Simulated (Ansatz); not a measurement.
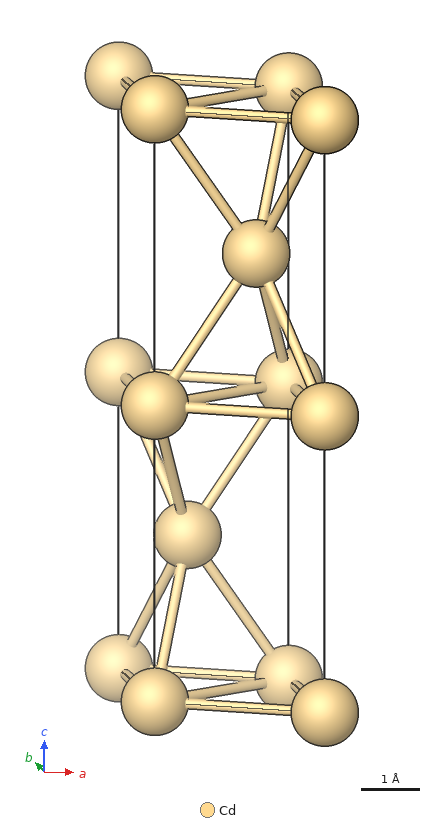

Cd, double hexagonal close-packed (α-La type), space group P6₃/mmc (No. 194), a = 3.093 Å, b = 3.093 Å, c = 10.431 Å, α = 90.00°, β = 90.00°, γ = 120.00°. Ball-and-stick representation of a periodic structure, projected slightly off an axis. Thin lines show the conventional unit cell, with boundary atoms drawn in all their periodic places. This one geometry was run with eight functionals. The cell is a structure listed in the Materials Project.

Alike in all runs: Ansatz 0.2.0; potentials Ansatz PAW; cutoff 420 eV; k mesh 6 × 6 × 2 on the run's cell of 4 atoms; occupations fermi-dirac, width 0.05 eV; no spin polarisation; no spin-orbit coupling. All runs are metallic.

| level | pressure (GPa) |
| --- | --- |
| PBEsol | -1.3 |
| LDA | -3.9 |
| HSE06 | 1.8 |
| revPBE | ? |
| PBE | 3.1 |
| PBE0 | 1.5 |
| RPBE | 5.7 |
| BLYP | 8.5 |

**Fill in the row of revPBE.**

Pressure 5.0 GPa. That is between PBE and RPBE in pressure.

**Order the levels by the equilibrium volume that these pressures point to, smallest first.**

LDA (-3.9 GPa), PBEsol (-1.3 GPa), PBE0 (1.5 GPa), HSE06 (1.8 GPa), PBE (3.1 GPa), revPBE (5.0 GPa), RPBE (5.7 GPa), BLYP (8.5 GPa). A higher pressure at one volume points to a larger equilibrium volume, as long as the bulk moduli are alike; rows a few tenths of a GPa apart can't be told apart.

Notes on single rows: HSE06 and PBE0: the k mesh is coarse (spacing up to 0.39 Å⁻¹), so the values aren't converged, least of all with exact exchange.

Caveat: the k mesh is coarse (spacing up to 0.39 Å⁻¹), so the values aren't converged; rows whose functional differs from that of their potentials carry a shift in pressure and volume, which can reorder them.
